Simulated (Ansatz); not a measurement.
**What a change does: single-point calculation on W3Si**

System: W3Si (8 atoms in the cell).
Method of run A: DFT PBE, scalar-relativistic, plane waves, PAW, no spin polarisation (Ansatz 0.2.0).

The structure derives from a Materials Project entry. Text and figures count atoms from 1; the logs count them from 0 in places.

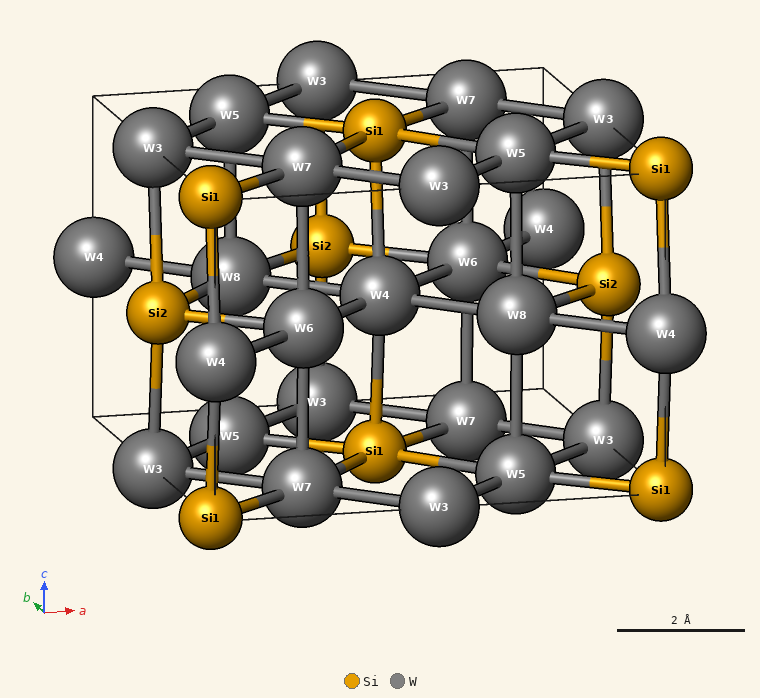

Figure 1. The input geometry (ball-and-stick view of the cell 2 times as large as that of the calculation, set on its symmetry axes, seen slightly off an axis; atoms are numbered from 1 in the order of the input). An atom can appear more than once, as a periodic image. Near neighbours in the periodic cell (some may lie outside the picture): Si has 6 W at 2.53 to 2.70 Å; W has 2 Si at 2.53 to 2.70 Å and 4 W at 2.53 to 2.68 Å.

**Input, run A**
```yaml
crystal:
  lattice:
    - [0.0, -5.2075323816, 0.0]
    - [-5.2075323816, 0.0, 0.0]
    - [0.0, 0.0, -5.2075323816]
  atoms:
    - { symbol: Si, position: [-0.0353041997, -0.0353041997, 0.0] }
    - { symbol: Si, position: [0.5353041997, 0.5353041997, 0.5] }
    - { symbol: W, position: [0.4926401309, 0.4926401309, 0.0] }
    - { symbol: W, position: [1.0073598691, 1.0073598691, 0.5] }
    - { symbol: W, position: [0.4815930026, 0.0073598691, 0.0] }
    - { symbol: W, position: [0.0184069974, 0.4926401309, 0.5] }
    - { symbol: W, position: [0.0073598691, 0.4815930026, 0.0] }
    - { symbol: W, position: [0.4926401309, 0.0184069974, 0.5] }
basis:
  ecutwfc: 420
kpoints:
  mp_grid: { grid: [10, 10, 10] }
hamiltonian:
  xc: pbe
scf:
  occupations: { method: gaussian, width: 0.15 }
output:
  forces: true
  stress: true
  eigenvalues: true
```

Command:
```bash
ansatz run input.yaml --threads 2 --pin off --max-ram 5120MiB --backend cpu --events-out ev --progress --plain --runs-dir out
```

Hardware: 2 threads of Arm Neoverse V2, 24 GiB of memory available, shared host.

**Output, shortened to warnings, some set-up lines, iterations and results (run A)**
```
Basis set: ecut = 420 eV, 2777 PW (Γ), exchange–correlation on 72×72×72 points (8 copies of the dense FFT grid, shifted against one another)
Symmetry: 8 space group operations
k-points: 186 of 1000
Initial density: superposition of atomic densities (neutral atoms: chi_scale 0, normalization atom), corrected by the library's trained network
[...]
SCF iter   1: F=—  HF=-63570.362188 eV  |F-HF|=—  |Δ(HF+E_count)|=         —  Δρ=6.03e-3  dr2=4.53e-2  ethr=1.77e-3  ⟨swp⟩=5.5  Hψ=39750  notcnv=0
SCF iter   2: F=—  HF=-63570.356183 eV  |F-HF|=—  |Δ(HF+E_count)|=   6.00e-3  Δρ=3.48e-3  dr2=1.55e-2  ethr=4.93e-5  ⟨swp⟩=1.0  Hψ=12093  notcnv=0
SCF iter   3: F=—  HF=-63570.353894 eV  |F-HF|=—  |Δ(HF+E_count)|=   2.29e-3  Δρ=3.53e-4  dr2=1.93e-4  ethr=1.68e-5  ⟨swp⟩=2.0  Hψ=14198  notcnv=0
SCF iter   4: F=—  HF=-63570.353891 eV  |F-HF|=—  |Δ(HF+E_count)|=   3.66e-6  Δρ=7.38e-5  dr2=1.23e-5  ethr=2.10e-7  ⟨swp⟩=2.0  Hψ=14169  notcnv=0
SCF iter   5: F=—  HF=-63570.353776 eV  |F-HF|=—  |Δ(HF+E_count)|=   1.15e-4  Δρ=2.20e-5  dr2=9.23e-7  ethr=1.33e-8  ⟨swp⟩=2.0  Hψ=14235  notcnv=0
SCF iter   6: F=-63570.353776 eV  HF=-63570.353776 eV  |F-HF|=4.26e-9  |Δ(HF+E_count)|=   6.74e-8  Δρ=5.38e-6  dr2=4.05e-8  ethr=1.09e-10  ⟨swp⟩=9.9  Hψ=43411  notcnv=0
SCF 1 converged in 6 iterations: F = -63570.353776 eV  dr2 = 4.05e-8
SCF converged after 6 iterations
Free energy (F): -63570.353776 eV
Harris-Foulkes:  -63570.353776 eV  (|F-HF|=4.26e-9)
Internal energy: -63570.265982 eV  (E = F + TS)
E sigma→0 (E₀):  -63570.309879 eV
Entropy (-TS):   -0.087793 eV (-10.974 meV/atom)
Fermi energy:    16.760181 eV
--- Per-component energies (eV) ---
  E_band       = -860.017426
  E_kinetic    = 2773.578002
  E_local      = -5380.213786  (includes V_loc(G=0)·N_el)
  E_nonlocal   = 69.412850
  E_hartree    = 1975.306481
  E_xc         = -1704.261761
  E_vxc        = -1516.449678  (∫ρ·V_xc dr)
  E_paw        = -52402.908309  (= ΣΔE_a)
  E_vpaw       = -756.962590  (= ΣTr[D̂ρ^β])
  E_aug_tail   = -0.000342  (compensation charges beyond the density's cutoff)
  E_ewald      = -8901.179118
  E_smearing   = -0.087793  (= −TS)
  E_closure    = -0.000000  (closes the sum)
  Σ components = -63570.353776   (vs F -63570.353776, Δ=0.00e0)
--- Forces (eV/Å), atoms counted from 1 ---
  atom   1  Si     0.24936163     0.24936163     0.00000000
  atom   2  Si    -0.24936163    -0.24936163     0.00000000
  atom   3  W      0.31469927     0.31469927     0.00000000
  atom   4  W     -0.31469927    -0.31469927     0.00000000
  atom   5  W     -0.24216158     1.61215663     0.00000000
  atom   6  W      0.24216158    -1.61215663     0.00000000
  atom   7  W      1.61215663    -0.24216158     0.00000000
  atom   8  W     -1.61215663     0.24216158     0.00000000
  max |Σ_I F_I| component: 0.00e0 eV/Å
--- Stress (GPa, compression-positive) ---
        1.221657      -1.229413       0.000000
       -1.229413       1.221657       0.000000
        0.000000       0.000000      -1.730602
  P = ⅓ Tr σ = 0.2376 GPa (2.376 kbar)
```

For run B the input was changed thus:
```diff
-    - { symbol: Si, position: [-0.0353041997, -0.0353041997, 0.0] }
-    - { symbol: Si, position: [0.5353041997, 0.5353041997, 0.5] }
-    - { symbol: W, position: [0.4926401309, 0.4926401309, 0.0] }
-    - { symbol: W, position: [1.0073598691, 1.0073598691, 0.5] }
-    - { symbol: W, position: [0.4815930026, 0.0073598691, 0.0] }
-    - { symbol: W, position: [0.0184069974, 0.4926401309, 0.5] }
-    - { symbol: W, position: [0.0073598691, 0.4815930026, 0.0] }
-    - { symbol: W, position: [0.4926401309, 0.0184069974, 0.5] }
+    - { symbol: Si, position: [0.0088260499, 0.0088260499, 0.0] }
+    - { symbol: Si, position: [0.4911739501, 0.4911739501, 0.5] }
+    - { symbol: W, position: [0.5018399673, 0.5018399673, 0.0] }
+    - { symbol: W, position: [0.9981600327, 0.9981600327, 0.5] }
+    - { symbol: W, position: [0.5046017493, -0.0018399673, 0.0] }
+    - { symbol: W, position: [-0.0046017493, 0.5018399673, 0.5] }
+    - { symbol: W, position: [-0.0018399673, 0.5046017493, 0.0] }
+    - { symbol: W, position: [0.5018399673, -0.0046017493, 0.5] }
```

What does this change do to the results?

With the same functional and potentials, run B lies 60.4 meV per atom higher. The largest force goes from 1.630 to 0.461 eV/Å. The number of SCF iterations is the same.

**Output, shortened to warnings, some set-up lines, iterations and results (run B)**
```
Basis set: ecut = 420 eV, 2777 PW (Γ), exchange–correlation on 72×72×72 points (8 copies of the dense FFT grid, shifted against one another)
Symmetry: 8 space group operations
k-points: 186 of 1000
Initial density: superposition of atomic densities (neutral atoms: chi_scale 0, normalization atom), corrected by the library's trained network
[...]
SCF iter   1: F=—  HF=-63569.878465 eV  |F-HF|=—  |Δ(HF+E_count)|=         —  Δρ=5.51e-3  dr2=4.42e-2  ethr=1.77e-3  ⟨swp⟩=5.5  Hψ=39648  notcnv=0
SCF iter   2: F=—  HF=-63569.872930 eV  |F-HF|=—  |Δ(HF+E_count)|=   5.54e-3  Δρ=3.13e-3  dr2=1.45e-2  ethr=4.80e-5  ⟨swp⟩=1.0  Hψ=12095  notcnv=0
SCF iter   3: F=—  HF=-63569.871094 eV  |F-HF|=—  |Δ(HF+E_count)|=   1.84e-3  Δρ=2.79e-4  dr2=8.32e-5  ethr=1.57e-5  ⟨swp⟩=2.0  Hψ=14243  notcnv=0
SCF iter   4: F=—  HF=-63569.870931 eV  |F-HF|=—  |Δ(HF+E_count)|=   1.63e-4  Δρ=5.50e-5  dr2=5.21e-6  ethr=9.04e-8  ⟨swp⟩=2.6  Hψ=19036  notcnv=0
SCF iter   5: F=—  HF=-63569.870931 eV  |F-HF|=—  |Δ(HF+E_count)|=   1.41e-7  Δρ=1.25e-5  dr2=2.54e-7  ethr=5.66e-9  ⟨swp⟩=2.0  Hψ=14168  notcnv=0
SCF iter   6: F=-63569.870931 eV  HF=-63569.870931 eV  |F-HF|=5.07e-9  |Δ(HF+E_count)|=  6.84e-10  Δρ=3.00e-6  dr2=1.77e-8  ethr=1.09e-10  ⟨swp⟩=8.7  Hψ=39916  notcnv=0
SCF 1 converged in 6 iterations: F = -63569.870931 eV  dr2 = 1.77e-8
SCF converged after 6 iterations
Free energy (F): -63569.870931 eV
Harris-Foulkes:  -63569.870931 eV  (|F-HF|=5.07e-9)
Internal energy: -63569.766058 eV  (E = F + TS)
E sigma→0 (E₀):  -63569.818495 eV
Entropy (-TS):   -0.104872 eV (-13.109 meV/atom)
Fermi energy:    16.754933 eV
--- Per-component energies (eV) ---
  E_band       = -860.429818
  E_kinetic    = 2773.007214
  E_local      = -5353.308092  (includes V_loc(G=0)·N_el)
  E_nonlocal   = 69.482126
  E_hartree    = 1961.652572
  E_xc         = -1703.989760
  E_vxc        = -1516.097972  (∫ρ·V_xc dr)
  E_paw        = -52402.800982  (= ΣΔE_a)
  E_vpaw       = -756.817617  (= ΣTr[D̂ρ^β])
  E_aug_tail   = -0.000358  (compensation charges beyond the density's cutoff)
  E_ewald      = -8913.808778
  E_smearing   = -0.104872  (= −TS)
  E_closure    = 0.000000  (closes the sum)
  Σ components = -63569.870931   (vs F -63569.870931, Δ=0.00e0)
--- Forces (eV/Å), atoms counted from 1 ---
  atom   1  Si    -0.12181473    -0.12181473     0.00000000
  atom   2  Si     0.12181473     0.12181473     0.00000000
  atom   3  W     -0.16494430    -0.16494430     0.00000000
  atom   4  W      0.16494430     0.16494430     0.00000000
  atom   5  W      0.16373197    -0.43121938     0.00000000
  atom   6  W     -0.16373197     0.43121938     0.00000000
  atom   7  W     -0.43121938     0.16373197     0.00000000
  atom   8  W      0.43121938    -0.16373197     0.00000000
  max |Σ_I F_I| component: 1.11e-16 eV/Å
--- Stress (GPa, compression-positive) ---
        0.222609      -0.075267       0.000000
       -0.075267       0.222609       0.000000
        0.000000       0.000000       0.002568
  P = ⅓ Tr σ = 0.1493 GPa (1.493 kbar)
```

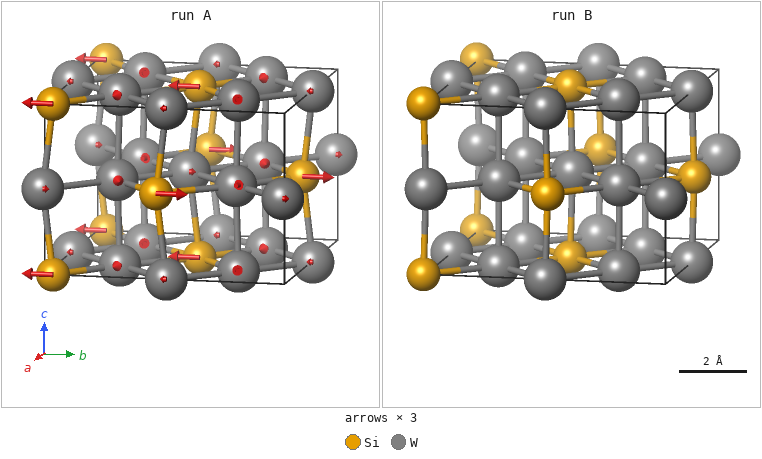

Figure 2. The two input geometries at one scale (ball-and-stick view of the cell 2 times as large as that of the calculation, set on its symmetry axes, seen slightly off an axis). The red arrows on the first give the shifts of the atoms relative to the cell, with their mean removed, magnified 3 times. The largest moves, 0.32 Å, are those of Si atoms. Largest moves by element: Si 0.32 Å, W 0.13 Å. (The mean shift of all atoms is removed.) The lattice vectors keep their values. Among the contacts that change: Si–W 2.701 → 2.582 Å, Si–W 2.526 → 2.626 Å, W–W 2.681 → 2.585 Å, W–W 2.528 → 2.623 Å.

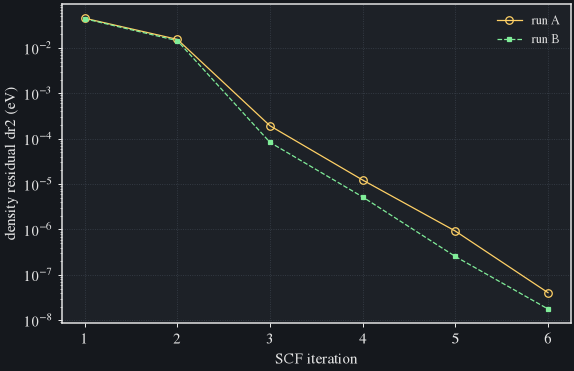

Figure 3. Convergence of the two runs: density residual dr2 against the SCF iteration. Run A takes 6 iterations in all, and run B takes 6.

**The two runs side by side**

| quantity | run A | run B |
| --- | --- | --- |
| outcome | converged | converged |
| free energy per atom (eV) | −7946.2942 | −7946.2339 |
| energy per atom, smearing taken to zero (eV) | −7946.2887 | −7946.2273 |
| gap on the mesh (eV) | 0.00 | 0.00 |
| pressure (GPa) | 0.24 | 0.15 |
| largest force (eV/Å) | 1.630 | 0.461 |
| SCF iterations | 6 | 6 |
| irreducible k-points | 186 | 186 |
| plane waves at Γ | 2777 | 2777 |
| wall time (shared host) | 28 s | 29 s |

For both runs: Spin–orbit coupling is left out, which matters for W.
